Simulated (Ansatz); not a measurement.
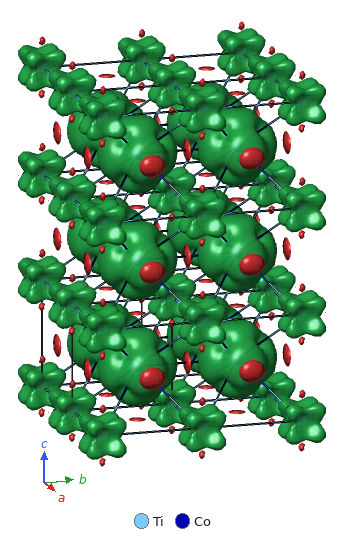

Figure. TiCo. Isosurfaces of the spin density (up minus down) at +0.008 (green) and −0.008 e/Å³ (red), seen slightly off an axis. Sticks mark near contacts.

Space group P4/mmm; a structure from a database of computed crystals, not necessarily the ambient phase; changed on purpose from its base cell (strain -0.050 along x and y, +0.000 along z, atoms carried along); computed pressure about 20 GPa in this cell; spin-polarised.

Theory: DFT PBE, scalar-relativistic, plane waves, PAW in Ansatz 0.2.0.

Core electrons are frozen (PAW), and the valence fields are smoothed inside the atomic spheres.

> Which atoms carry the moments, and with what signs?

The spin density sits on Co: +0.5 μB in one cell of 2 atoms: parallel main moments, as they must be, since the calculation's own cell holds one magnetic site. The cell of the calculation (2 atoms) carries 0.5 μB of net spin moment.
